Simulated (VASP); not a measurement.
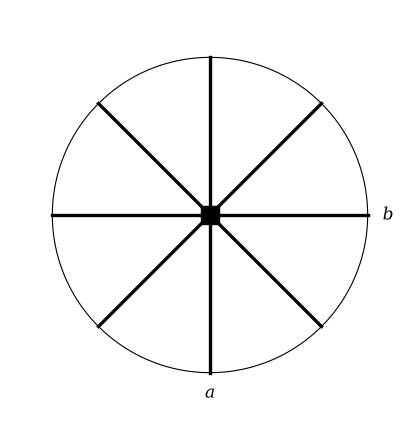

Stereographic projection: heavy lines are mirror planes (a heavy rim: a mirror in the plane of the page); lens, triangle, square and hexagon are 2-, 3-, 4- and 6-fold axes, a lens in an open square is −4, a triangle in an open hexagon −6; thin dashed diameters join the ends of axes that lie in the page; a small open circle marks inversion. The c axis points at the viewer. Computed from the symmetry operations of a computed or model structure of composition BaTiO3.

Question: Name the crystal class.

Answer: 4mm (C4v), order 8, tetragonal system: one fourfold axis, four mirror planes.

Question: Can such a crystal be piezoelectric, pyroelectric or chiral?

Answer: It is not centrosymmetric; polar, so pyroelectricity and piezoelectricity are allowed; it is not chiral.
